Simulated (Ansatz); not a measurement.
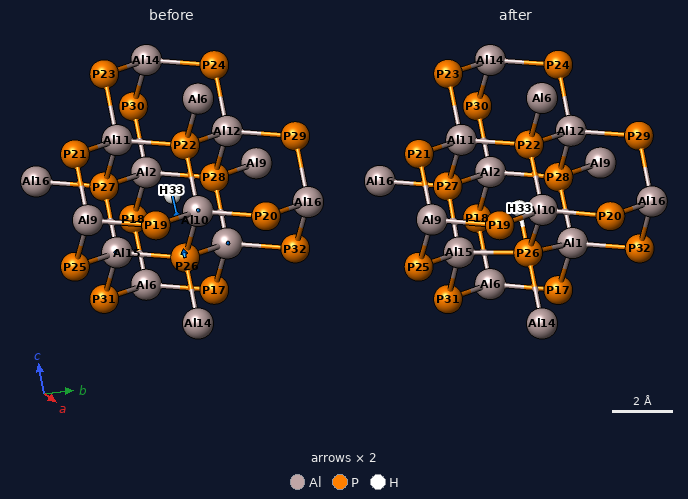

The structure of a defect cell of composition Al16P16H before (left) and after (right) a relaxation, at one scale. The blue arrows give the displacements, magnified 2 times.

The picture is a ball-and-stick view of the atoms within 5.8 Å of the atom that moves most (axes of the larger cell on standard axes (2 times the calculation's cell) (origin shifted)), seen slightly off an axis.

Case: H interstitial, charge +0, atoms relaxed. The atoms of the start lie slightly off their symmetric places, so part of the fall in energy undoes that.

These are results of DFT PBEsol, scalar-relativistic, plane waves, PAW (Ansatz 0.2.0), not measurements.

Input file:
```yaml
crystal:
  lattice:
    - [-5.4711284545, 5.4711284545, -5.4711284545]
    - [5.4711284545, -5.4711284545, -5.4711284545]
    - [-5.4711284545, -5.4711284545, 5.4711284545]
  atoms:
    - { symbol: Al, position: [0.5, 0.25, 0.25] }
    - { symbol: Al, position: [0.25, 0.25, 0.5] }
    - { symbol: Al, position: [0.0, 0.25, 0.75] }
    - { symbol: Al, position: [0.75, 0.0, 0.25] }
    - { symbol: Al, position: [0.75, 0.25, 0.0] }
    - { symbol: Al, position: [0.5, 0.0, 0.5] }
    - { symbol: Al, position: [0.25, 0.0, 0.75] }
    - { symbol: Al, position: [0.0, 0.75, 0.25] }
    - { symbol: Al, position: [1.0, 1.0, 1.0] }
    - { symbol: Al, position: [0.75, 0.75, 0.5] }
    - { symbol: Al, position: [0.5, 0.75, 0.75] }
    - { symbol: Al, position: [0.25, 0.5, 0.25] }
    - { symbol: Al, position: [0.25, 0.75, 0.0] }
    - { symbol: Al, position: [0.0, 0.5, 0.5] }
    - { symbol: Al, position: [0.75, 0.5, 0.75] }
    - { symbol: Al, position: [0.5, 0.5, 0.0] }
    - { symbol: P, position: [0.5, 0.0, 0.25] }
    - { symbol: P, position: [0.25, 0.0, 0.5] }
    - { symbol: P, position: [0.0, 0.0, 0.75] }
    - { symbol: P, position: [0.75, 0.75, 0.25] }
    - { symbol: P, position: [0.75, 0.0, 0.0] }
    - { symbol: P, position: [0.5, 0.75, 0.5] }
    - { symbol: P, position: [0.25, 0.75, 0.75] }
    - { symbol: P, position: [0.0, 0.5, 0.25] }
    - { symbol: P, position: [0.0, 0.75, 0.0] }
    - { symbol: P, position: [0.75, 0.5, 0.5] }
    - { symbol: P, position: [0.5, 0.5, 0.75] }
    - { symbol: P, position: [0.25, 0.25, 0.25] }
    - { symbol: P, position: [0.25, 0.5, 0.0] }
    - { symbol: P, position: [0.0, 0.25, 0.5] }
    - { symbol: P, position: [0.75, 0.25, 0.75] }
    - { symbol: P, position: [0.5, 0.25, 0.0] }
    - { symbol: H, position: [0.5069689114, 0.489401531, 0.4980817187], spin: 1.0 }
basis:
  ecutwfc: 420
  xc_grid: 2
kpoints:
  mp_grid: { grid: [2, 2, 2], shift: [0.5, 0.5, 0.5] }
hamiltonian:
  xc: pbesol
scf:
  occupations: { method: gaussian, width: 0.02 }
output:
  forces: true
  stress: false
  eigenvalues: true
  populations: true
  write_density: true
  write_potential: true
  elf: true
  volumetric_format: npy
magnetization:
  spin_polarized: true
relax:
  adjacent_minimum: "off"
  f_tol: 0.02
  max_steps: 60
```

Launched with:
```bash
ansatz run input.yaml --threads 4 --pin off --max-ram 10240MiB --backend cpu --events-out ev --progress --plain --runs-dir out
```

Describe what moved and what it gained.

Answer. The energy falls by 0.118 eV per cell of the calculation in 7 accepted moves (8 points after the start). The largest force component goes from 0.1 to 0.0035 eV/Å. The line search rejected the trial step at point 5 of the run. The atom that moves furthest is H33 (0.49 Å roughly along [1 0 −3]). Largest moves by element: H 0.49 Å, P 0.18 Å, Al 0.07 Å. The cell doesn't change. Among the contacts that change: P26–H33 2.265 → 1.604 Å, Al14–P26 2.369 → 2.545 Å, Al10–P26 2.369 → 2.386 Å, Al10–P19 2.369 → 2.358 Å. New bonds form, among them: P26–H33 (2.27 → 1.60 Å). Among the angles between lasting bonds that change: P22–Al10–P26 109.5° → 104.1°, Al1–P26–Al14 109.5° → 105.4°, Al1–P26–Al10 109.5° → 113.2°. The run took 3.8 min on 4 threads of Arm Neoverse V2, with other jobs on the host, peak memory 1.6 GiB.
